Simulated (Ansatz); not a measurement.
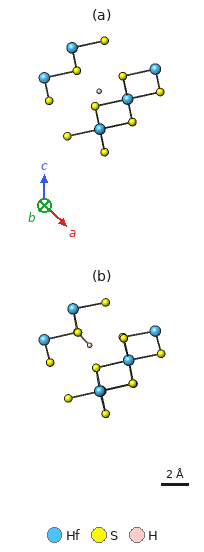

The structure of a defect cell of composition Hf$_{4}$HS$_{8}$ before (top) and after (bottom) a relaxation, at one scale.

A ball-and-stick model of the atoms within 5.0 Å of the atom that moves most (axes of the larger cell on standard axes (2 times the calculation's cell)), seen along the b axis.

Case: H interstitial, charge +0, atoms relaxed. The atoms of the start lie slightly off their symmetric places, so part of the fall in energy undoes that.

The calculation used DFT PBE+D3(BJ), scalar-relativistic, plane waves, PAW in Ansatz 0.2.0.

The input:
```yaml
crystal:
  lattice:
    - [3.6058628401, 0.0, 5.7703877075]
    - [3.6058628401, 0.0, -5.7703877075]
    - [-3.6058628401, 6.2455376441, 0.0]
  atoms:
    - { symbol: Hf, position: [0.0, 1.0, 0.5] }
    - { symbol: Hf, position: [0.0, 1.0, 0.0] }
    - { symbol: Hf, position: [0.5, 0.5, 0.5] }
    - { symbol: Hf, position: [0.5, 0.5, 0.0] }
    - { symbol: S, position: [0.7071363256, 0.959530341, 0.1666666667] }
    - { symbol: S, position: [0.7071363256, 0.959530341, 0.6666666667] }
    - { symbol: S, position: [0.2071363256, 0.459530341, 0.1666666667] }
    - { symbol: S, position: [0.2071363256, 0.459530341, 0.6666666667] }
    - { symbol: S, position: [0.2928636744, 0.040469659, 0.3333333333] }
    - { symbol: S, position: [0.2928636744, 0.040469659, 0.8333333333] }
    - { symbol: S, position: [0.7928636744, 0.540469659, 0.3333333333] }
    - { symbol: S, position: [0.7928636744, 0.540469659, 0.8333333333] }
    - { symbol: H, position: [0.4907061473, 0.8377921928, 0.333018455], spin: 1.0 }
basis:
  ecutwfc: 420
  xc_grid: 2
kpoints:
  mp_grid: { grid: [3, 3, 3], shift: [0.0, 0.0, 0.0] }
hamiltonian:
  xc: pbe
  dispersion: d3bj
scf:
  occupations: { method: gaussian, width: 0.02 }
output:
  forces: true
  stress: false
  eigenvalues: true
  populations: true
  write_density: true
  write_potential: true
  elf: true
  volumetric_format: npy
magnetization:
  spin_polarized: true
relax:
  adjacent_minimum: "off"
  f_tol: 0.02
  max_steps: 60
```

Command:
```bash
ansatz run input.yaml --threads 4 --pin off --max-ram 10240MiB --backend cpu --events-out ev --progress --plain --runs-dir out
```

Question: Describe what moved and what it gained.

Answer: The atom that moves furthest is H13 (0.91 Å roughly along −a). By element the largest moves are H 0.91 Å, S 0.11 Å, Hf 0.11 Å. The cell stays as it was. Among the contacts that change: S9–H13 2.311 → 1.367 Å, Hf1–Hf3 3.606 → 3.474 Å, Hf1–Hf2 3.606 → 3.480 Å, Hf1–S9 2.541 → 2.598 Å. New bonds form, among them: S9–H13 (2.31 → 1.37 Å). Among the angles between lasting bonds that change: Hf1–S8–Hf3 90.4° → 94.9°, Hf1–S5–Hf2 90.4° → 94.2°, S6–Hf3–S9 180.0° → 176.3°. After 8 geometry steps the energy has fallen by 1.400 eV per cell of the calculation. Largest force component: 0.73 eV/Å at the start, 0.0068 eV/Å at the end.

Limits of the set-up: the periodic images lie only 6.8 Å apart, so the values are limited by the cell's size.
